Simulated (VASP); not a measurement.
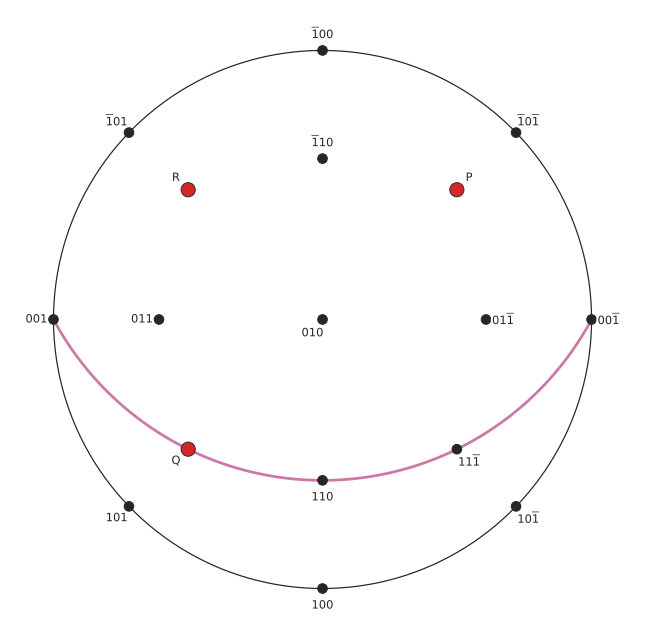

Stereographic projection of plane normals (upper hemisphere) centred on (0 1 0). Crystal: Ge, a cell listed in the Materials Project, as set up for an electronic-structure calculation. Geometry calculated from the standardised cell; symmetry tolerance 0.002 Å.

a = 2.794 Å, b = 5.201 Å, c = 2.698 Å, α = 90.00°, β = 90.00°, γ = 90.00°.

> Index the poles marked P, Q, R.

P is (−1 1 −1), 69.5° from the centre; Q is (1 1 1), 69.5° from the centre; R is (−1 1 1), 69.5° from the centre.

> Which zone does the coloured great circle trace?

The zone [1 −1 0]: its poles satisfy h − k = 0.

> What is the angle between the normals of (0 0 1) and (1 0 −1), and what are their d_hkl = 1/|g|?

136.0°; d = 2.698 Å and 1.941 Å.
